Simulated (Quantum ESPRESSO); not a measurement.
# SnTe: single-point calculation (part 1 of 2)

- system: SnTe (Fm-3m, 2 atoms in the cell)
- method: Kohn-Sham DFT of a periodic cell, r2SCAN, SG15 PBE 1.2, no spin polarisation (Quantum ESPRESSO 7.5)

The structure derives from an entry of the Crystallography Open Database. The volume is scaled by 1.02.

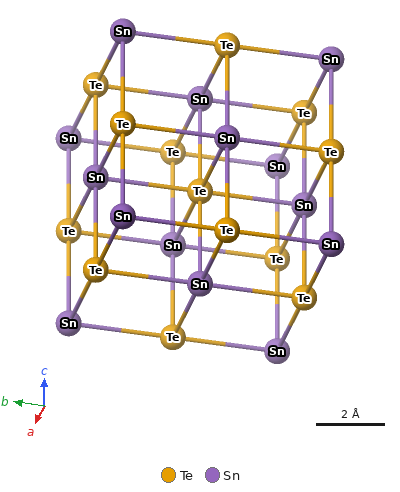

*The structure (ball-and-stick view of the cell 4 times as large as that of the calculation, set on its symmetry axes, seen at an oblique angle). An atom can appear more than once, as a periodic image.*

Near neighbours in the periodic cell (some may lie outside the picture): Te has 6 Sn at 3.17 Å; Sn has 6 Te at 3.17 Å.

The input
```
&CONTROL
  calculation = 'scf'
  prefix = 'pwscf'
  outdir = './tmp'
  pseudo_dir = './pseudo'
  tprnfor = .true.
  tstress = .true.
  disk_io = 'nowf'
/
&SYSTEM
  ibrav = 0
  nat = 2
  ntyp = 2
  ecutwfc = 70
  nbnd = 22
  input_dft = 'r2scan'
  occupations = 'smearing'
  smearing = 'fd'
  degauss = 0.00367493
  nosym = .true.
  nr1 = 48
  nr2 = 48
  nr3 = 48
/
&ELECTRONS
  conv_thr = 1d-08
  electron_maxstep = 120
  mixing_beta = 0.5
/
ATOMIC_SPECIES
Te   127.6000 Te_ONCV_PBE-1.2.upf
Sn   118.7100 Sn_ONCV_PBE-1.2.upf
CELL_PARAMETERS angstrom
   0.0000000000    3.1717171644    3.1717171644
   3.1717171644    0.0000000000    3.1717171644
   3.1717171644    3.1717171644    0.0000000000
ATOMIC_POSITIONS crystal
Te     0.5000000000    0.5000000000    0.5000000000
Sn     0.0000000000    0.0000000000    0.0000000000
K_POINTS automatic
5 5 5 0 0 0
```

Run on 2 threads of Arm Neoverse V2, 24 GiB of memory available, shared host.

Run as:
```bash
OMP_NUM_THREADS=1 mpirun -n 2 pw.x -nk 2 -in pw.in > pw.out
```

The program's output
```
This program is part of the open-source Quantum ESPRESSO suite
     for quantum simulation of materials; please cite
         "P. Giannozzi et al., J. Phys.:Condens. Matter 21 395502 (2009);
         "P. Giannozzi et al., J. Phys.:Condens. Matter 29 465901 (2017);
         "P. Giannozzi et al., J. Chem. Phys. 152 154105 (2020);
          URL
     in publications or presentations arising from this work. More details at

     IMPORTANT: XC functional enforced from input :
     Exchange-correlation= R2SCAN
                           (   0   0   0   0   0 497 498)
     Any further DFT definition will be discarded
     Please, verify this is what you really want

     K-points division:     npool     =       2
     Subspace diagonalization in iterative solution of the eigenvalue problem:
     a serial algorithm will be used

     G-vector sticks info
     --------------------
     sticks:   dense  smooth     PW     G-vecs:    dense   smooth      PW
     Sum        1393    1393    409                34327    34327    5329

     Using Slab Decomposition

     bravais-lattice index     =            0
     lattice parameter (alat)  =       8.4763  a.u.
     unit-cell volume          =     430.6356 (a.u.)^3
     number of atoms/cell      =            2
     number of atomic types    =            2
     number of electrons       =        30.00
     number of Kohn-Sham states=           22
     kinetic-energy cutoff     =      70.0000  Ry
     charge density cutoff     =     280.0000  Ry
     scf convergence threshold =      1.0E-08
     mixing beta               =       0.5000
     number of iterations used =            8  plain     mixing
     Exchange-correlation= R2SCAN
                           (   0   0   0   0   0 497 498)

     celldm(1)=   8.476339  celldm(2)=   0.000000  celldm(3)=   0.000000
     celldm(4)=   0.000000  celldm(5)=   0.000000  celldm(6)=   0.000000

     crystal axes: (cart. coord. in units of alat)
               a(1) = (   0.000000   0.707107   0.707107 )
               a(2) = (   0.707107   0.000000   0.707107 )
               a(3) = (   0.707107   0.707107   0.000000 )

     reciprocal axes: (cart. coord. in units 2 pi/alat)
               b(1) = ( -0.707107  0.707107  0.707107 )
               b(2) = (  0.707107 -0.707107  0.707107 )
               b(3) = (  0.707107  0.707107 -0.707107 )

     PseudoPot. # 1 for Te read from file:
     Te_ONCV_PBE-1.2.upf
     Pseudo is Norm-conserving, Zval = 16.0
     Generated using ONCVPSP code by D. R. Hamann
     Using radial grid of  602 points,  6 beta functions with:
                l(1) =   0
                l(2) =   0
                l(3) =   1
                l(4) =   1
                l(5) =   2
                l(6) =   2

     PseudoPot. # 2 for Sn read from file:
     Sn_ONCV_PBE-1.2.upf
     Pseudo is Norm-conserving, Zval = 14.0
     Generated using ONCVPSP code by D. R. Hamann
     Using radial grid of  602 points,  6 beta functions with:
                l(1) =   0
                l(2) =   0
                l(3) =   1
                l(4) =   1
                l(5) =   2
                l(6) =   2

     atomic species   valence    mass     pseudopotential
     Te               16.00   127.60000     Te( 1.00)
     Sn               14.00   118.71000     Sn( 1.00)

     No symmetry found

   Cartesian axes

     site n.     atom                  positions (alat units)
         1        Te     tau(   1) = (   0.7071068   0.7071068   0.7071068  )
         2        Sn     tau(   2) = (   0.0000000   0.0000000   0.0000000  )

     number of k points=    63  Fermi-Dirac smearing, width (Ry)=  0.0037
                       cart. coord. in units 2pi/alat
        k(    1) = (   0.0000000   0.0000000   0.0000000), wk =   0.0160000
        k(    2) = (   0.1414214   0.1414214  -0.1414214), wk =   0.0320000
        k(    3) = (   0.2828427   0.2828427  -0.2828427), wk =   0.0320000
        k(    4) = (   0.1414214  -0.1414214   0.1414214), wk =   0.0320000
        k(    5) = (   0.2828427  -0.0000000   0.0000000), wk =   0.0320000
        k(    6) = (   0.4242641   0.1414214  -0.1414214), wk =   0.0320000
        k(    7) = (  -0.1414214  -0.4242641   0.4242641), wk =   0.0320000
        k(    8) = (   0.0000000  -0.2828427   0.2828427), wk =   0.0320000
        k(    9) = (   0.2828427  -0.2828427   0.2828427), wk =   0.0320000
        k(   10) = (   0.4242641  -0.1414214   0.1414214), wk =   0.0320000
        k(   11) = (   0.5656854  -0.0000000   0.0000000), wk =   0.0320000
        k(   12) = (   0.0000000  -0.5656854   0.5656854), wk =   0.0320000
        k(   13) = (   0.1414214  -0.4242641   0.4242641), wk =   0.0320000
        k(   14) = (  -0.1414214   0.1414214   0.1414214), wk =   0.0320000
        k(   15) = (  -0.0000000   0.2828427   0.0000000), wk =   0.0320000
        k(   16) = (   0.1414214   0.4242641  -0.1414214), wk =   0.0320000
        k(   17) = (  -0.4242641  -0.1414214   0.4242641), wk =   0.0320000
        k(   18) = (  -0.2828427   0.0000000   0.2828427), wk =   0.0320000
        k(   19) = (   0.0000000  -0.0000000   0.2828427), wk =   0.0320000
        k(   20) = (   0.1414214   0.1414214   0.1414214), wk =   0.0320000
        k(   21) = (   0.2828427   0.2828427   0.0000000), wk =   0.0320000
        k(   22) = (  -0.2828427  -0.2828427   0.5656854), wk =   0.0320000
        k(   23) = (  -0.1414214  -0.1414214   0.4242641), wk =   0.0320000
        k(   24) = (   0.1414214  -0.1414214   0.4242641), wk =   0.0320000
        k(   25) = (   0.2828427  -0.0000000   0.2828427), wk =   0.0320000
        k(   26) = (   0.4242641   0.1414214   0.1414214), wk =   0.0320000
        k(   27) = (  -0.1414214  -0.4242641   0.7071068), wk =   0.0320000
        k(   28) = (   0.0000000  -0.2828427   0.5656854), wk =   0.0320000
        k(   29) = (  -0.4242641   0.4242641  -0.1414214), wk =   0.0320000
        k(   30) = (  -0.2828427   0.5656854  -0.2828427), wk =   0.0320000
        k(   31) = (  -0.1414214   0.7071068  -0.4242641), wk =   0.0320000
        k(   32) = (  -0.7071068   0.1414214   0.1414214), wk =   0.0320000
        k(   33) = (  -0.5656854   0.2828427  -0.0000000), wk =   0.0320000
        k(   34) = (  -0.2828427   0.2828427   0.0000000), wk =   0.0320000
        k(   35) = (  -0.1414214   0.4242641  -0.1414214), wk =   0.0320000
        k(   36) = (   0.0000000   0.5656854  -0.2828427), wk =   0.0320000
        k(   37) = (  -0.5656854  -0.0000000   0.2828427), wk =   0.0320000
        k(   38) = (  -0.4242641   0.1414214   0.1414214), wk =   0.0320000
        k(   39) = (  -0.2828427   0.2828427   0.2828427), wk =   0.0320000
        k(   40) = (  -0.1414214   0.4242641   0.1414214), wk =   0.0320000
        k(   41) = (  -0.0000000   0.5656854   0.0000000), wk =   0.0320000
        k(   42) = (  -0.5656854   0.0000000   0.5656854), wk =   0.0320000
        k(   43) = (  -0.4242641   0.1414214   0.4242641), wk =   0.0320000
        k(   44) = (  -0.1414214   0.1414214   0.4242641), wk =   0.0320000
        k(   45) = (   0.0000000   0.2828427   0.2828427), wk =   0.0320000
        k(   46) = (   0.1414214   0.4242641   0.1414214), wk =   0.0320000
        k(   47) = (  -0.4242641  -0.1414214   0.7071068), wk =   0.0320000
        k(   48) = (  -0.2828427   0.0000000   0.5656854), wk =   0.0320000
        k(   49) = (   0.0000000  -0.0000000   0.5656854), wk =   0.0320000
        k(   50) = (   0.1414214   0.1414214   0.4242641), wk =   0.0320000
        k(   51) = (   0.2828427   0.2828427   0.2828427), wk =   0.0320000
        k(   52) = (  -0.2828427  -0.2828427   0.8485281), wk =   0.0320000
        k(   53) = (  -0.1414214  -0.1414214   0.7071068), wk =   0.0320000
        k(   54) = (  -0.5656854   0.5656854  -0.0000000), wk =   0.0320000
        k(   55) = (  -0.4242641   0.7071068  -0.1414214), wk =   0.0320000
        k(   56) = (  -0.2828427   0.8485281  -0.2828427), wk =   0.0320000
        k(   57) = (  -0.8485281   0.2828427   0.2828427), wk =   0.0320000
        k(   58) = (  -0.7071068   0.4242641   0.1414214), wk =   0.0320000
        k(   59) = (  -0.4242641   0.4242641   0.1414214), wk =   0.0320000
        k(   60) = (  -0.2828427   0.5656854   0.0000000), wk =   0.0320000
        k(   61) = (  -0.1414214   0.7071068  -0.1414214), wk =   0.0320000
        k(   62) = (  -0.7071068   0.1414214   0.4242641), wk =   0.0320000
        k(   63) = (  -0.5656854   0.2828427   0.2828427), wk =   0.0320000

     Dense  grid:    34327 G-vectors     FFT dimensions: (  48,  48,  48)

     WARNING: libxc functional with ID  497 depends
      on external parameters: check the user_guide of
      QE if you need to modify them or to check their
      default values.

     WARNING: libxc functional with ID  498 depends
      on external parameters: check the user_guide of
      QE if you need to modify them or to check their
      default values.

     Initial potential from superposition of free atoms

     starting charge      29.8745, renormalised to      30.0000
     Starting wfcs are random

     Self-consistent Calculation

     iteration #  1     ecut=    70.00 Ry     beta= 0.50
     Davidson diagonalization with overlap
     ethr =  1.00E-02,  avg # of iterations =  8.7

     total energy              =    -293.68899571 Ry
     estimated scf accuracy    <      58.37053086 Ry

     iteration #  2     ecut=    70.00 Ry     beta= 0.50
     Davidson diagonalization with overlap
     ethr =  1.00E-02,  avg # of iterations =  1.0

     total energy              =    -293.89234085 Ry
     estimated scf accuracy    <      16.99922022 Ry

     iteration #  3     ecut=    70.00 Ry     beta= 0.50
     Davidson diagonalization with overlap
     ethr =  1.00E-02,  avg # of iterations =  1.0

     total energy              =    -293.90151678 Ry
     estimated scf accuracy    <       0.07415951 Ry

     iteration #  4     ecut=    70.00 Ry     beta= 0.50
     Davidson diagonalization with overlap
     ethr =  2.47E-04,  avg # of iterations =  2.4

     total energy              =    -293.90229492 Ry
     estimated scf accuracy    <       0.00104590 Ry

     iteration #  5     ecut=    70.00 Ry     beta= 0.50
     Davidson diagonalization with overlap
     ethr =  3.49E-06,  avg # of iterations =  6.7

     total energy              =    -293.90238051 Ry
     estimated scf accuracy    <       0.00018752 Ry

     iteration #  6     ecut=    70.00 Ry     beta= 0.50
     Davidson diagonalization with overlap
     ethr =  6.25E-07,  avg # of iterations =  1.0

     total energy              =    -293.90238419 Ry
     estimated scf accuracy    <       0.00004853 Ry

     iteration #  7     ecut=    70.00 Ry     beta= 0.50
     Davidson diagonalization with overlap
     ethr =  1.62E-07,  avg # of iterations =  1.0

     total energy              =    -293.90238487 Ry
     estimated scf accuracy    <       0.00000060 Ry

     iteration #  8     ecut=    70.00 Ry     beta= 0.50
     Davidson diagonalization with overlap
     ethr =  1.99E-09,  avg # of iterations =  2.3

     total energy              =    -293.90238494 Ry
     estimated scf accuracy    <       0.00000049 Ry

     iteration #  9     ecut=    70.00 Ry     beta= 0.50
     Davidson diagonalization with overlap
     ethr =  1.62E-09,  avg # of iterations =  1.0

     End of self-consistent calculation

          k = 0.0000 0.0000 0.0000 (  4279 PWs)   bands (ev):

   -26.0946 -26.0946 -26.0868 -26.0868 -26.0868 -11.3188 -11.3188 -11.3144
   -11.3144 -11.3144  -2.8553   5.2863   8.1920   8.1920   8.1920  13.9187
    13.9187  13.9187  15.9633  15.9633  15.9633  18.0922

          k = 0.1414 0.1414-0.1414 (  4285 PWs)   bands (ev):

   -26.0945 -26.0945 -26.0866 -26.0865 -26.0865 -11.3214 -11.3214 -11.3139
   -11.3120 -11.3120  -2.5298   3.9025   8.2773   8.2773   9.1037  12.6162
    12.6162  12.6504  15.9843  16.7729  16.7729  20.2557

          k = 0.2828 0.2828-0.2828 (  4248 PWs)   bands (ev):

   -26.0943 -26.0943 -26.0864 -26.0860 -26.0860 -11.3259 -11.3259 -11.3131
   -11.3077 -11.3077  -1.7901   2.1069   8.5220   8.5220  10.0540  11.1163
    11.1821  11.1821  17.7468  18.9831  18.9831  20.9686

          k = 0.1414-0.1414 0.1414 (  4285 PWs)   bands (ev):

   -26.0945 -26.0945 -26.0866 -26.0865 -26.0865 -11.3214 -11.3214 -11.3139
   -11.3120 -11.3120  -2.5298   3.9025   8.2773   8.2773   9.1037  12.6162
    12.6162  12.6504  15.9843  16.7729  16.7729  20.2557

          k = 0.2828-0.0000 0.0000 (  4252 PWs)   bands (ev):

   -26.0946 -26.0944 -26.0869 -26.0863 -26.0863 -11.3265 -11.3171 -11.3158
   -11.3106 -11.3106  -2.4245   3.9922   7.5601   7.5601   9.2772  11.6454
    14.2333  14.2333  14.5045  17.9460  17.9460  18.6259

          k = 0.4243 0.1414-0.1414 (  4243 PWs)   bands (ev):

   -26.0946 -26.0942 -26.0868 -26.0859 -26.0858 -11.3317 -11.3195 -11.3148
   -11.3080 -11.3065  -1.8163   2.7868   7.2672   7.4112   8.1049  12.8663
    13.3368  13.6124  15.0294  19.7108  20.0709  20.6908

          k =-0.1414-0.4243 0.4243 (  4265 PWs)   bands (ev):

   -26.0945 -26.0942 -26.0863 -26.0860 -26.0858 -11.3299 -11.3241 -11.3115
   -11.3084 -11.3066  -1.4719   2.1060   6.5075   7.9719   8.8298  11.9224
    12.1250  14.2392  17.3974  18.1383  18.9791  21.7461

          k = 0.0000-0.2828 0.2828 (  4271 PWs)   bands (ev):

   -26.0944 -26.0944 -26.0865 -26.0862 -26.0861 -11.3249 -11.3237 -11.3128
   -11.3103 -11.3088  -2.0521   2.9559   6.8520   8.7378   9.9856  11.1604
    11.2493  14.4075  16.3191  17.0644  19.2919  19.8118

          k = 0.2828-0.2828 0.2828 (  4248 PWs)   bands (ev):

   -26.0943 -26.0943 -26.0864 -26.0860 -26.0860 -11.3259 -11.3259 -11.3131
   -11.3077 -11.3077  -1.7901   2.1069   8.5220   8.5220  10.0540  11.1163
    11.1821  11.1821  17.7468  18.9831  18.9831  20.9686

          k = 0.4243-0.1414 0.1414 (  4243 PWs)   bands (ev):

   -26.0946 -26.0942 -26.0868 -26.0859 -26.0858 -11.3317 -11.3195 -11.3148
   -11.3080 -11.3065  -1.8163   2.7868   7.2672   7.4112   8.1049  12.8663
    13.3368  13.6124  15.0294  19.7108  20.0709  20.6908

          k = 0.5657-0.0000 0.0000 (  4248 PWs)   bands (ev):

   -26.0950 -26.0940 -26.0872 -26.0854 -26.0854 -11.3402 -11.3180 -11.3143
   -11.3041 -11.3041  -1.5101   3.3790   5.6834   6.7579   6.7579  13.4253
    15.2249  15.2249  15.7539  19.9485  20.7201  22.0886

          k = 0.0000-0.5657 0.5657 (  4246 PWs)   bands (ev):

   -26.0949 -26.0940 -26.0869 -26.0855 -26.0854 -11.3388 -11.3173 -11.3158
   -11.3049 -11.3040  -1.2770   2.8788   5.1103   6.9691   7.3633  13.9425
    14.0978  14.8342  16.4134  19.6825  20.3879  22.2709

          k = 0.1414-0.4243 0.4243 (  4265 PWs)   bands (ev):

   -26.0945 -26.0942 -26.0863 -26.0860 -26.0858 -11.3299 -11.3241 -11.3115
   -11.3084 -11.3066  -1.4719   2.1060   6.5075   7.9719   8.8298  11.9224
    12.1250  14.2392  17.3974  18.1383  18.9791  21.7461

          k =-0.1414 0.1414 0.1414 (  4285 PWs)   bands (ev):

   -26.0945 -26.0945 -26.0866 -26.0865 -26.0865 -11.3214 -11.3214 -11.3139
   -11.3120 -11.3120  -2.5298   3.9025   8.2773   8.2773   9.1037  12.6162
    12.6162  12.6504  15.9843  16.7729  16.7729  20.2557

          k =-0.0000 0.2828 0.0000 (  4252 PWs)   bands (ev):
```
